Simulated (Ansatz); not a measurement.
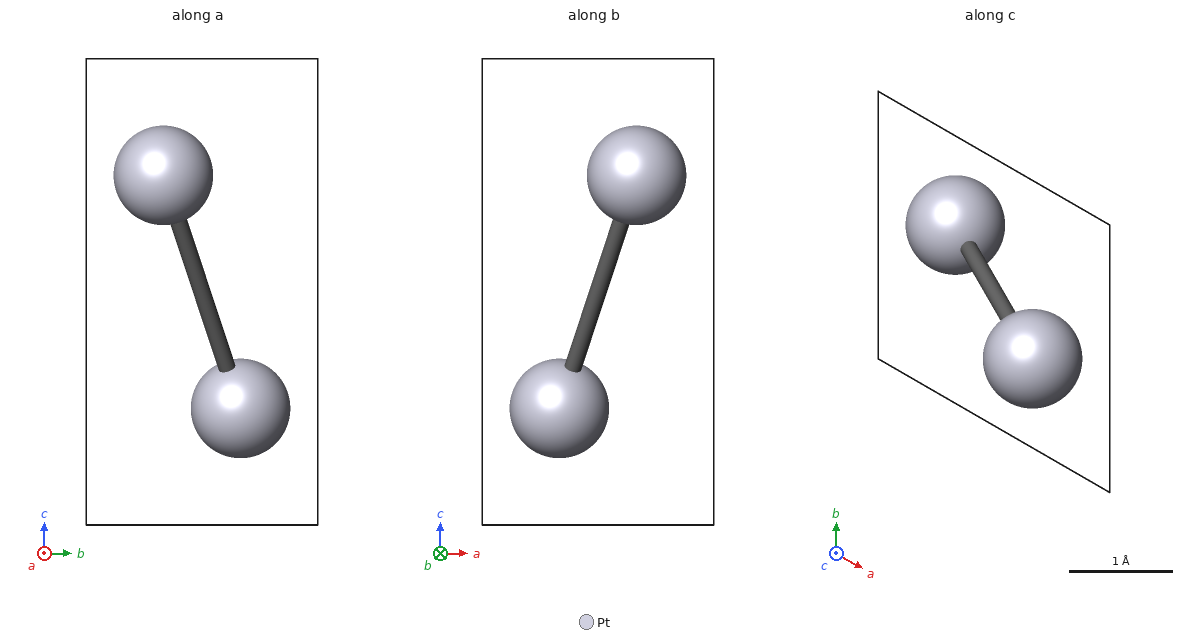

We look at a ball-and-stick model of the crystal along the a axis, along the b axis and along the c axis. One conventional unit cell is framed, with atoms on its boundary repeated.

Lattice parameters: a = 2.6193 Å, b = 2.6193 Å, c = 4.5647 Å, α = 90.000°, β = 90.000°, γ = 120.000°.

Write down what is shown as a CIF in P1 with every atom of the cell.

```cif
data_structure
_symmetry_space_group_name_H-M 'P 1'
_symmetry_Int_Tables_number 1
_cell_length_a 2.6193
_cell_length_b 2.6193
_cell_length_c 4.5647
_cell_angle_alpha 90.000
_cell_angle_beta 90.000
_cell_angle_gamma 120.000
_cell_volume 27.12
loop_
_atom_site_label
_atom_site_type_symbol
_atom_site_fract_x
_atom_site_fract_y
_atom_site_fract_z
_atom_site_occupancy
Pt1 Pt 0.3333 0.6667 0.2500 1
Pt2 Pt 0.6667 0.3333 0.7500 1
```

Provenance: a structure type filled with this element by a generator (whether the element takes this form wasn't checked). Earlier steps of the study may have refined or changed the cell and positions. A calculation with Ansatz used it as input.

At this level of theory the cell isn't at rest (compressed, at 48 GPa), so its distances can differ from those at equilibrium, the more so the softer the solid.
